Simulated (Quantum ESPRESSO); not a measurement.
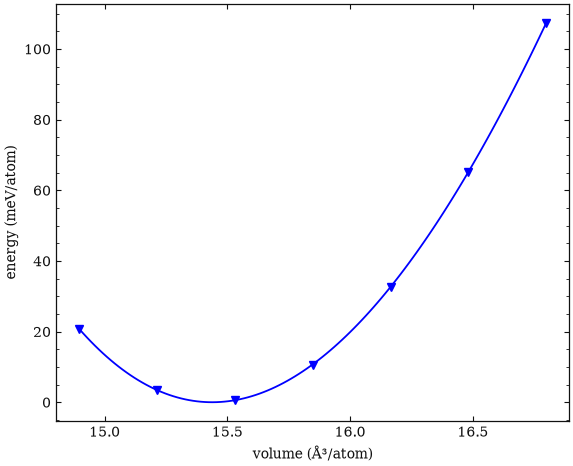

The figure shows the energy against volume.

Calculation (Quantum ESPRESSO 7.5): plane-wave DFT, no spin polarisation; energies at scaled volumes of the given cell, shape and fractions fixed, counted from the fit's minimum, third-order Birch-Murnaghan fit. Level: LDA.

**For which of these solids was it computed?**
A. W, Im-3m (No. 229)
B. MoS₂, P-3m1 (No. 164)
C. HgTe, F-43m (No. 216)

A, W: energy from 1 meV/atom to 107 meV/atom, V0 15.44 Å³/atom, B0 330 GPa. The others give: MoS₂, energy from 0.06 meV/atom to 80.81 meV/atom, V0 18.17 Å³/atom, B0 149 GPa; HgTe, energy from 0.20 meV/atom to 30.58 meV/atom, V0 33.66 Å³/atom, B0 47.8 GPa.

For HgTe, limits of the calculation: spin-orbit coupling left out, heavy elements.

For MoS₂, limits of the calculation: shape and atomic fractions are frozen while scaling, which makes layered, chain and framework solids too stiff.
